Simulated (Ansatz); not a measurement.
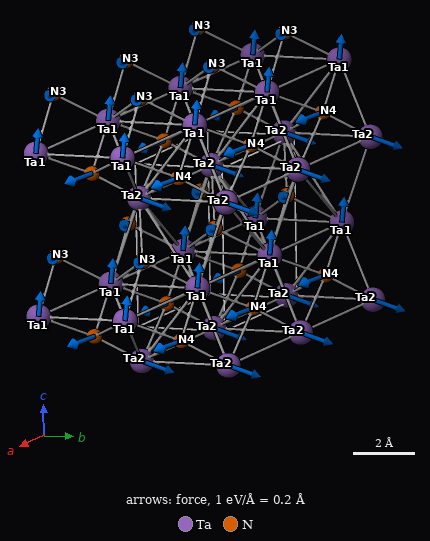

Starting geometry of a crystal of TaN (a generated structure, set up in P1) (coarse preliminary run) with the computed forces as blue arrows. Style: ball-and-stick. Shown: the cell of the calculation, repeated 3 × 2 × 2 with one cell outlined, from a free direction.

The calculation used DFT PBE, scalar-relativistic, plane waves, PAW (Ansatz). Settings: plane-wave cutoff 420 eV; k-point mesh 8 × 8 × 8; occupations gaussian; smearing width 0.2 eV; no spin polarisation; cell and atoms relaxed; force threshold 0.025 eV/Å; at most 60 steps.

**Is this structure relaxed? If not, where do the atoms go?**

It isn't relaxed: the largest force vector, on N4, is 6.24 eV/Å. The final displacements follow the starting forces only in part (cosine between the two patterns 0.79). Ta2 moves most relative to the cell: 0.36 Å along [−2 3 −1]. By element the largest moves are Ta 0.36 Å, N 0.27 Å. The volume changes by +3.6 %, with a 3.089 → 3.113 Å (+0.8 %), b 3.060 → 3.112 Å (+1.7 %), c 5.410 → 5.443 Å (+0.6 %), α 91.0° → 90.0°, β 105.6° → 106.6°, γ 120.7° → 120.0°. Some distances before and after: Ta2–N3 2.745 → 2.209 Å, Ta1–Ta2 3.539 → 3.135 Å, Ta1–Ta2 (another image) 2.750 → 3.135 Å, Ta2–N4 1.829 → 2.209 Å. New bonds form: Ta2–N3 (2.74 → 2.21 Å). Among the angles between lasting bonds that change: Ta1–N3–Ta2 110.8° → 90.4°, Ta1–N3–Ta2 162.1° → 180.0°, Ta1–N3–Ta2 163.4° → 180.0°. The space group (tolerance 0.01 Å) goes from P1 (No. 1) to R-3m (No. 166). After 5 accepted moves (7 points after the start) the energy has fallen by 477 meV per atom. The largest force component goes from 4.9 to 0.00065 eV/Å. Pressure: 41.94 GPa at the start and 0.01 GPa at the end. The SCF was repeated twice at an unchanged geometry on a basis and grid sized afresh for the cell, which shifted the energy by 1.5 meV per atom at most.
